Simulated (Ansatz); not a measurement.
Ge: geometry relaxation (part 1 of 2)

Ge (4 atoms in the cell), computed with DFT PBE, scalar-relativistic, plane waves, PAW, no spin polarisation (Ansatz 0.2.0).

The structure was made by a generator, so it may or may not be a known phase. Figures and captions count atoms from 1; the log counts them from 0 in places.

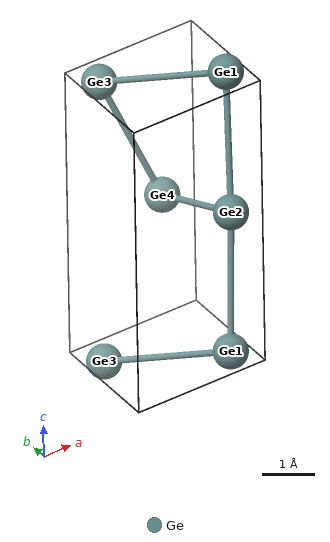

Figure 1. The structure as given in the input (ball-and-stick view of the cell of the calculation, seen slightly off an axis; atoms are numbered from 1 in the order of the input). An atom can appear more than once, as a periodic image.

The input
```yaml
crystal:
  lattice:
    - [2.9261901, 0.0, 0.0]
    - [1.46309505, 5.28517398, 0.0]
    - [1.46309505, 0.0, 5.29031713]
  atoms:
    - { symbol: Ge, position: [0.87001926, 0.25996149, 0.0] }
    - { symbol: Ge, position: [0.87998074, 0.24003851, 0.5] }
    - { symbol: Ge, position: [0.12998074, 0.74003851, 0.0] }
    - { symbol: Ge, position: [0.62001926, 0.75996149, 0.5] }
basis:
  ecutwfc: 420
kpoints:
  mp_grid: { grid: [16, 16, 16] }
hamiltonian:
  xc: pbe
scf:
  occupations: { method: gaussian, width: 0.1 }
output:
  forces: true
  stress: true
  eigenvalues: true
  write_density: true
  write_potential: true
  elf: true
  volumetric_format: npy
relax:
  adjacent_minimum: "off"
  f_tol: 0.01
  max_steps: 80
  cell: { stress_tol: 0.05 }
```

Run as:
```bash
ansatz run input.yaml --threads 1 --pin off --max-ram 2560MiB --backend cpu --events-out ev --progress --plain --runs-dir out
```

Output
```
Engine: ansatz 0.2.0, aarch64-unknown-linux-gnu
Pseudopotentials: kind: paw
Pseudopotential: Ge, paw, valence charge 14, recommended cutoff 420 eV (normal), Ge.paw.azcp
Functional definition: PBE
  parameter kappa = 0.804
  parameter beta = 0.06672455060314922
  exchange = pbe_x(kappa = kappa, mu = beta*pi^2/3)
  correlation = pbe_c(beta = beta)
Crystal: 4 atoms, lattice volume = 81.817 Å³
Basis set: ecut = 420 eV, 1605 PW (Γ), exchange–correlation on 40×80×80 points (8 copies of the dense FFT grid, shifted against one another)
Bands: 34, of which v1, the nominal top of the filled ones, is band 28 counted from 1 (27 counted from 0)
Symmetry: 8 space group operations
Space group: Fddd (ITA 70), of the structure as read, at distance tolerance 4.3e-5 Å
k-points: 621 of 4096
Non-local potential: Ge, projectors of the file, l = 0: 2, l = 1: 2, l = 2: 3, l = 3: 1
PAW form: soft (Blöchl's): semilocal exchange-correlation on the pseudo side does not see the compensation charge
PAW one-centre angular grid: Ge, 590 points (default); XC on 64 Gauss nodes
Initial density: superposition of atomic densities (neutral atoms: chi_scale 0, normalization atom), corrected by the library's trained network
Initial wavefunctions: pseudopotential atomic-orbital guess
Functional: x = pbe(κ = 0.804, μ = 0.2195149727645171), c = pbe(β = 0.06672455060314922)
SCF iter   1: F=—  HF=-17178.661610 eV  |F-HF|=—  |Δ(HF+E_count)|=         —  Δρ=1.03e-3  dr2=4.99e-4  ethr=1.77e-3  ⟨swp⟩=5.7  Hψ=78877  notcnv=0  defer=1
preconditioner: auto → Kerker (q_TF=auto, 2.561 Å⁻¹)  [metal: Δε(μ)=0.001 eV  Ē_g=22.158 eV  σ=0.100 eV  W_gap=0.00  n_scr=20 (ndim 8)  ℏωp=30.7 eV  f_vac=0.000  D(μ)=2.05/eV (n_scr^D=8)]
SCF iter   2: F=—  HF=-17178.660540 eV  |F-HF|=—  |Δ(HF+E_count)|=   1.07e-3  Δρ=7.41e-4  dr2=2.72e-4  ethr=8.91e-7  ⟨swp⟩=2.0  Hψ=39653  notcnv=0  defer=2
SCF iter   3: F=—  HF=-17178.660635 eV  |F-HF|=—  |Δ(HF+E_count)|=   9.49e-5  Δρ=4.07e-4  dr2=1.04e-4  ethr=4.86e-7  ⟨swp⟩=2.0  Hψ=32784  notcnv=0  defer=2
SCF iter   4: F=—  HF=-17178.660705 eV  |F-HF|=—  |Δ(HF+E_count)|=   6.98e-5  Δρ=1.64e-4  dr2=8.20e-6  ethr=1.86e-7  ⟨swp⟩=2.9  Hψ=36610  notcnv=0  defer=2
SCF iter   5: F=—  HF=-17178.660689 eV  |F-HF|=—  |Δ(HF+E_count)|=   1.53e-5  Δρ=2.37e-5  dr2=3.61e-7  ethr=1.46e-8  ⟨swp⟩=2.0  Hψ=37725  notcnv=0  defer=2
SCF iter   6: F=-17178.660690 eV  HF=-17178.660690 eV  |F-HF|=2.00e-8  |Δ(HF+E_count)|=   2.31e-7  Δρ=6.57e-6  dr2=1.79e-8  ethr=1.79e-10  ⟨swp⟩=8.8  Hψ=113893  notcnv=0
SCF 1 converged in 6 iterations: F = -17178.660690 eV  dr2 = 1.79e-8
  greatest PAW one-centre occupation: 0.998 electrons in one spin orbital (limit 2), on the Ge atom at site 1 (counted from 0), in its partial waves of l = 2
relax step   1: F+E_penalty+E_count = -17178.66068957 eV  Δ(F+E_penalty+E_count) = +0.000e0 eV  max|allowed force component| = 2.103e-1 eV/Å  Δτ_max = 0.0000 Å  P = -1.605 GPa  Ω = 81.817 Å³  (6 SCF iters, dr2 threshold 1.00e-7 eV, accepted)
Crystal: 4 atoms, lattice volume = 77.616 Å³
Basis set: ecut = 420 eV, 1521 PW (Γ), exchange–correlation on 40×80×80 points (8 copies of the dense FFT grid, shifted against one another)
Initial density: handed on by an earlier stage of this run
Initial wavefunctions: those handed on with the density
iter 1 solved again at ethr=8.10e-6 eV; its pass at ethr=3.10e-3 eV (dr2=4.54e-3 eV) is discarded
SCF iter   1: F=—  HF=-17178.688933 eV  |F-HF|=—  |Δ(HF+E_count)|=         —  Δρ=2.75e-3  dr2=4.72e-3  ethr=8.10e-6  ⟨swp⟩=1.3  Hψ=101368  notcnv=0
preconditioner: auto → Kerker (q_TF=auto, 2.584 Å⁻¹)  [metal: Δε(μ)=0.004 eV  Ē_g=22.359 eV  σ=0.100 eV  W_gap=0.02  n_scr=20 (ndim 8)  ℏωp=31.5 eV  f_vac=0.000  D(μ)=1.81/eV (n_scr^D=8)]
SCF iter   2: F=—  HF=-17178.688899 eV  |F-HF|=—  |Δ(HF+E_count)|=   3.39e-5  Δρ=1.75e-3  dr2=2.24e-3  ethr=8.10e-6  ⟨swp⟩=1.0  Hψ=21114  notcnv=0
SCF iter   3: F=—  HF=-17178.688770 eV  |F-HF|=—  |Δ(HF+E_count)|=   1.29e-4  Δρ=2.60e-4  dr2=4.79e-5  ethr=4.00e-6  ⟨swp⟩=2.0  Hψ=24741  notcnv=0
SCF iter   4: F=—  HF=-17178.688768 eV  |F-HF|=—  |Δ(HF+E_count)|=   2.11e-6  Δρ=6.70e-5  dr2=4.50e-6  ethr=8.56e-8  ⟨swp⟩=2.6  Hψ=38684  notcnv=0
SCF iter   5: F=—  HF=-17178.688766 eV  |F-HF|=—  |Δ(HF+E_count)|=   1.12e-6  Δρ=3.60e-5  dr2=8.79e-7  ethr=8.03e-9  ⟨swp⟩=2.0  Hψ=38482  notcnv=0
SCF iter   6: F=-17178.688766 eV  HF=-17178.688766 eV  |F-HF|=1.00e-9  |Δ(HF+E_count)|=   2.00e-7  Δρ=1.12e-5  dr2=1.08e-7  ethr=7.14e-10  ⟨swp⟩=8.0  Hψ=136805  notcnv=0
SCF 2 converged in 6 iterations: F = -17178.688766 eV  dr2 = 1.08e-7
  greatest PAW one-centre occupation: 0.998 electrons in one spin orbital (limit 2), on the Ge atom at site 3 (counted from 0), in its partial waves of l = 2
relax step   2: F+E_penalty+E_count = -17178.68876625 eV  Δ(F+E_penalty+E_count) = -2.808e-2 eV  max|allowed force component| = 3.976e-2 eV/Å  Δτ_max = 0.0397 Å  P = +1.906 GPa  Ω = 77.616 Å³  energy of the carried Pulay correction = +8.141e-4 eV  (6 SCF iters, dr2 threshold 4.00e-7 eV, accepted)
Crystal: 4 atoms, lattice volume = 79.815 Å³
Basis set: ecut = 420 eV, 1545 PW (Γ), exchange–correlation on 40×80×80 points (8 copies of the dense FFT grid, shifted against one another)
iter 1 solved again at ethr=6.35e-7 eV; its pass at ethr=3.10e-3 eV (dr2=3.55e-4 eV) is discarded
SCF iter   1: F=—  HF=-17178.700917 eV  |F-HF|=—  |Δ(HF+E_count)|=         —  Δρ=7.75e-4  dr2=3.65e-4  ethr=6.35e-7  ⟨swp⟩=2.1  Hψ=104101  notcnv=0
preconditioner: auto → Kerker (q_TF=auto, 2.572 Å⁻¹)  [metal: Δε(μ)=0.007 eV  Ē_g=22.269 eV  σ=0.100 eV  W_gap=0.04  n_scr=20 (ndim 8)  ℏωp=31.1 eV  f_vac=0.000  D(μ)=1.88/eV (n_scr^D=8)]
SCF iter   2: F=—  HF=-17178.700978 eV  |F-HF|=—  |Δ(HF+E_count)|=   6.12e-5  Δρ=5.12e-4  dr2=1.75e-4  ethr=6.35e-7  ⟨swp⟩=1.0  Hψ=21114  notcnv=0
SCF iter   3: F=—  HF=-17178.701010 eV  |F-HF|=—  |Δ(HF+E_count)|=   3.19e-5  Δρ=8.40e-5  dr2=6.34e-6  ethr=3.12e-7  ⟨swp⟩=2.1  Hψ=24500  notcnv=0
SCF iter   4: F=—  HF=-17178.701011 eV  |F-HF|=—  |Δ(HF+E_count)|=   2.94e-7  Δρ=3.51e-5  dr2=1.44e-6  ethr=1.13e-8  ⟨swp⟩=2.0  Hψ=35797  notcnv=0
SCF iter   5: F=-17178.701010 eV  HF=-17178.701010 eV  |F-HF|=6.54e-9  |Δ(HF+E_count)|=   4.84e-7  Δρ=1.19e-5  dr2=1.21e-7  ethr=7.14e-10  ⟨swp⟩=8.9  Hψ=166421  notcnv=0
SCF 3 converged in 5 iterations: F = -17178.701010 eV  dr2 = 1.21e-7
  Residual-converged pass: ⟨swp⟩=1.0  Hψ=23602  notcnv=0  max |occ|·‖R‖ = 7.1e-9 eV (tolerance 1.0e-8 eV)  dr2=1.21e-7  dr2_onsite=8.44e-9  max |Δocc| = 2.1e-10
relax step   3: F+E_penalty+E_count = -17178.70101007 eV  Δ(F+E_penalty+E_count) = -1.224e-2 eV  max|allowed force component| = 2.051e-2 eV/Å  Δτ_max = 0.0054 Å  P = -0.024 GPa  Ω = 79.815 Å³  energy of the carried Pulay correction = +3.827e-4 eV  (5 SCF iters, dr2 threshold 4.00e-7 eV, accepted)
Crystal: 4 atoms, lattice volume = 79.838 Å³
Basis set: ecut = 420 eV, 1553 PW (Γ), exchange–correlation on 40×80×80 points (8 copies of the dense FFT grid, shifted against one another)
iter 1 solved again at ethr=9.26e-8 eV; its pass at ethr=3.10e-3 eV (dr2=5.19e-5 eV) is discarded
SCF iter   1: F=—  HF=-17178.701639 eV  |F-HF|=—  |Δ(HF+E_count)|=         —  Δρ=3.02e-4  dr2=7.62e-5  ethr=9.26e-8  ⟨swp⟩=2.5  Hψ=97642  notcnv=0
preconditioner: auto → Kerker (q_TF=auto, 2.572 Å⁻¹)  [metal: Δε(μ)=0.001 eV  Ē_g=22.268 eV  σ=0.100 eV  W_gap=0.01  n_scr=20 (ndim 8)  ℏωp=31.1 eV  f_vac=0.000  D(μ)=1.86/eV (n_scr^D=8)]
SCF iter   2: F=—  HF=-17178.701637 eV  |F-HF|=—  |Δ(HF+E_count)|=   2.60e-6  Δρ=1.94e-4  dr2=3.38e-5  ethr=9.26e-8  ⟨swp⟩=1.0  Hψ=21114  notcnv=0
SCF iter   3: F=—  HF=-17178.701628 eV  |F-HF|=—  |Δ(HF+E_count)|=   9.03e-6  Δρ=2.43e-5  dr2=4.07e-7  ethr=6.04e-8  ⟨swp⟩=2.0  Hψ=25946  notcnv=0
SCF iter   4: F=-17178.701628 eV  HF=-17178.701628 eV  |F-HF|=1.09e-8  |Δ(HF+E_count)|=   1.35e-7  Δρ=1.23e-5  dr2=9.03e-8  ethr=4.00e-10  ⟨swp⟩=8.6  Hψ=143970  notcnv=0
SCF 4 converged in 4 iterations: F = -17178.701628 eV  dr2 = 9.03e-8
relax step   4: F+E_penalty+E_count = -17178.70162765 eV  Δ(F+E_penalty+E_count) = -6.176e-4 eV  max|allowed force component| = 6.259e-3 eV/Å  Δτ_max = 0.0027 Å  P = -0.010 GPa  Ω = 79.838 Å³  energy of the carried Pulay correction = +3.782e-4 eV  (4 SCF iters, dr2 threshold 2.24e-7 eV, accepted)
Crystal: 4 atoms, lattice volume = 79.803 Å³
iter 1 solved again at ethr=4.69e-7 eV; its pass at ethr=3.10e-3 eV (dr2=2.63e-4 eV) is discarded
SCF iter   1: F=—  HF=-17178.702040 eV  |F-HF|=—  |Δ(HF+E_count)|=         —  Δρ=5.78e-4  dr2=3.30e-4  ethr=4.69e-7  ⟨swp⟩=2.0  Hψ=98784  notcnv=0
preconditioner: auto → Kerker (q_TF=auto, 2.572 Å⁻¹)  [metal: Δε(μ)=0.005 eV  Ē_g=22.278 eV  σ=0.100 eV  W_gap=0.03  n_scr=20 (ndim 8)  ℏωp=31.1 eV  f_vac=0.000  D(μ)=1.98/eV (n_scr^D=8)]
SCF iter   2: F=—  HF=-17178.701991 eV  |F-HF|=—  |Δ(HF+E_count)|=   4.99e-5  Δρ=3.70e-4  dr2=1.45e-4  ethr=4.69e-7  ⟨swp⟩=1.0  Hψ=21114  notcnv=0
SCF iter   3: F=—  HF=-17178.701951 eV  |F-HF|=—  |Δ(HF+E_count)|=   3.91e-5  Δρ=5.05e-5  dr2=2.36e-6  ethr=2.60e-7  ⟨swp⟩=2.0  Hψ=25729  notcnv=0
SCF iter   4: F=—  HF=-17178.701974 eV  |F-HF|=—  |Δ(HF+E_count)|=   2.30e-5  Δρ=1.49e-5  dr2=1.68e-7  ethr=4.21e-9  ⟨swp⟩=2.1  Hψ=27572  notcnv=0
SCF iter   5: F=-17178.701975 eV  HF=-17178.701975 eV  |F-HF|=2.48e-8  |Δ(HF+E_count)|=   6.88e-8  Δρ=4.87e-6  dr2=1.76e-8  ethr=7.29e-11  ⟨swp⟩=7.3  Hψ=118952  notcnv=0
SCF 5 converged in 5 iterations: F = -17178.701975 eV  dr2 = 1.76e-8
relax step   5: F+E_penalty+E_count = -17178.70197452 eV  Δ(F+E_penalty+E_count) = -3.469e-4 eV  max|allowed force component| = 6.241e-3 eV/Å  Δτ_max = 0.0061 Å  P = -0.005 GPa  Ω = 79.803 Å³  energy of the carried Pulay correction = +3.851e-4 eV  (5 SCF iters, dr2 threshold 4.08e-8 eV, accepted)
Crystal: 4 atoms, lattice volume = 79.807 Å³
iter 1 solved again at ethr=3.52e-8 eV; its pass at ethr=3.10e-3 eV (dr2=1.97e-5 eV) is discarded
SCF iter   1: F=—  HF=-17178.702031 eV  |F-HF|=—  |Δ(HF+E_count)|=         —  Δρ=1.74e-4  dr2=2.40e-5  ethr=3.52e-8  ⟨swp⟩=2.1  Hψ=96363  notcnv=0
preconditioner: auto → Kerker (q_TF=auto, 2.572 Å⁻¹)  [metal: Δε(μ)=0.002 eV  Ē_g=22.276 eV  σ=0.100 eV  W_gap=0.01  n_scr=20 (ndim 8)  ℏωp=31.1 eV  f_vac=0.000  D(μ)=1.97/eV (n_scr^D=8)]
SCF iter   2: F=—  HF=-17178.702045 eV  |F-HF|=—  |Δ(HF+E_count)|=   1.38e-5  Δρ=1.09e-4  dr2=1.04e-5  ethr=3.52e-8  ⟨swp⟩=1.0  Hψ=21114  notcnv=0
SCF iter   3: F=—  HF=-17178.702042 eV  |F-HF|=—  |Δ(HF+E_count)|=   2.33e-6  Δρ=1.38e-5  dr2=1.69e-7  ethr=1.86e-8  ⟨swp⟩=2.0  Hψ=25673  notcnv=0
SCF iter   4: F=—  HF=-17178.702042 eV  |F-HF|=—  |Δ(HF+E_count)|=   2.74e-8  Δρ=6.27e-6  dr2=2.99e-8  ethr=5.14e-11  ⟨swp⟩=7.8  Hψ=124475  notcnv=0
SCF iter   5: F=-17178.702042 eV  HF=-17178.702042 eV  |F-HF|=1.02e-9  |Δ(HF+E_count)|=   1.61e-8  Δρ=3.01e-6  dr2=8.42e-9  ethr=5.14e-11  ⟨swp⟩=6.7  Hψ=108765  notcnv=0
SCF 6 converged in 5 iterations: F = -17178.702042 eV  dr2 = 8.42e-9
relax step   6: F+E_penalty+E_count = -17178.70204240 eV  Δ(F+E_penalty+E_count) = -6.789e-5 eV  max|allowed force component| = 5.654e-4 eV/Å  Δτ_max = 0.0022 Å  P = -0.000 GPa  Ω = 79.807 Å³  energy of the carried Pulay correction = +3.843e-4 eV  (5 SCF iters, dr2 threshold 2.88e-8 eV, accepted)
Initial wavefunctions: pseudopotential atomic-orbital guess (no wavefunctions were taken with the density)
iter 1 solved again at ethr=3.58e-8 eV; its pass at ethr=3.10e-3 eV (dr2=2.00e-5 eV) is discarded
SCF iter   1: F=—  HF=-17178.701242 eV  |F-HF|=—  |Δ(HF+E_count)|=         —  Δρ=2.67e-4  dr2=1.24e-6  ethr=3.58e-8  ⟨swp⟩=2.8  Hψ=122923  notcnv=0
SCF iter   2: F=—  HF=-17178.701539 eV  |F-HF|=—  |Δ(HF+E_count)|=   2.98e-4  Δρ=1.36e-4  dr2=3.88e-7  ethr=2.21e-9  ⟨swp⟩=2.3  Hψ=35282  notcnv=0
SCF iter   3: F=—  HF=-17178.701635 eV  |F-HF|=—  |Δ(HF+E_count)|=   9.57e-5  Δρ=2.27e-5  dr2=1.23e-8  ethr=6.93e-10  ⟨swp⟩=1.8  Hψ=33895  notcnv=0
SCF iter   4: F=—  HF=-17178.701638 eV  |F-HF|=—  |Δ(HF+E_count)|=   2.68e-6  Δρ=2.66e-6  dr2=1.77e-9  ethr=2.19e-11  ⟨swp⟩=2.0  Hψ=33544  notcnv=0
SCF iter   5: F=—  HF=-17178.701638 eV  |F-HF|=—  |Δ(HF+E_count)|=   2.41e-8  Δρ=2.83e-7  dr2=6.93e-11  ethr=3.17e-12  ⟨swp⟩=2.0  Hψ=38485  notcnv=0
SCF iter   6: F=-17178.701638 eV  HF=-17178.701638 eV  |F-HF|=7.28e-12  |Δ(HF+E_count)|=    0.00e0  Δρ=9.16e-8  dr2=8.26e-12  ethr=1.00e-12  ⟨swp⟩=5.0  Hψ=80734  notcnv=0
SCF 7 converged in 6 iterations: F = -17178.701638 eV  dr2 = 8.26e-12
relax step   7: F+E_penalty+E_count = -17178.70163787 eV  Δ(F+E_penalty+E_count) = +4.045e-4 eV  max|allowed force component| = 5.802e-4 eV/Å  Δτ_max = 0.0000 Å  P = +0.001 GPa  Ω = 79.807 Å³  stress off target by 2.68e-2 GPa  SCF on the basis re-selected at this cell (its energy is not comparable with the rows above)  (6 SCF iters)
```

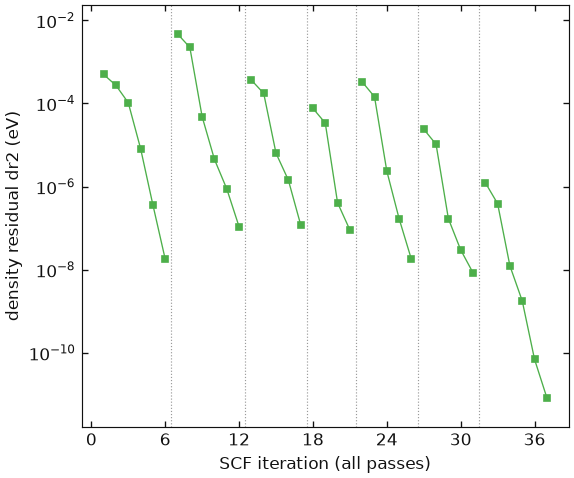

Figure 2. Convergence of the self-consistent field: density residual dr2 against the SCF iteration. The dotted lines part the SCF passes of the relaxation: geometry steps, rejected trials and re-solves on a re-selected basis. The 7 passes take 4 to 6 iterations each, 37 in all.

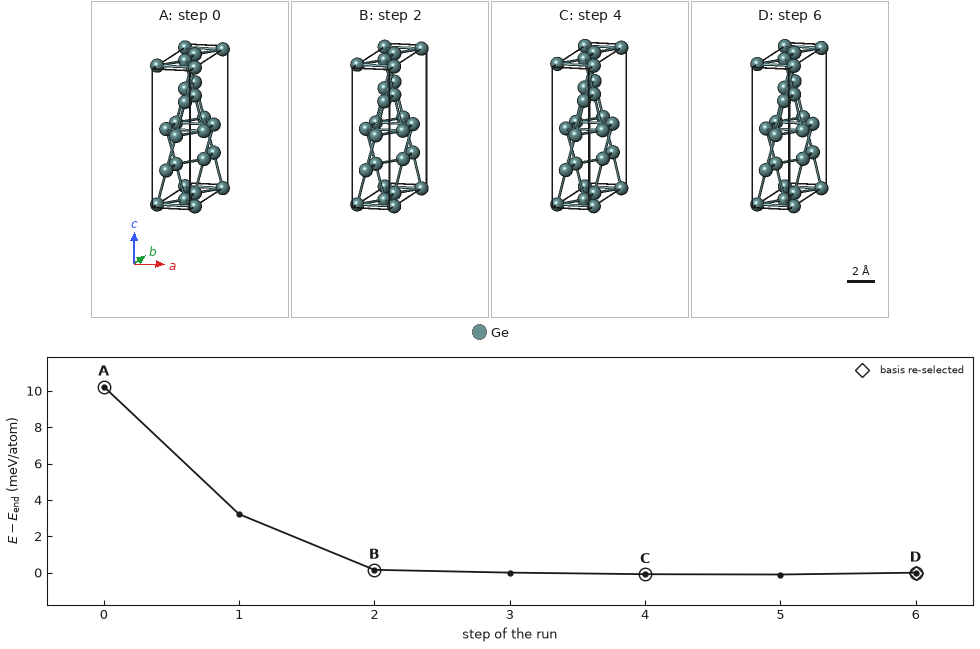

Figure 3. Frames of the relaxation (ball-and-stick view of the cell 4 times as large as that of the calculation, set on its symmetry axes, seen slightly off an axis) above the curves, on which the letters mark them (the first geometry is step 0 here and step 1 in the log).
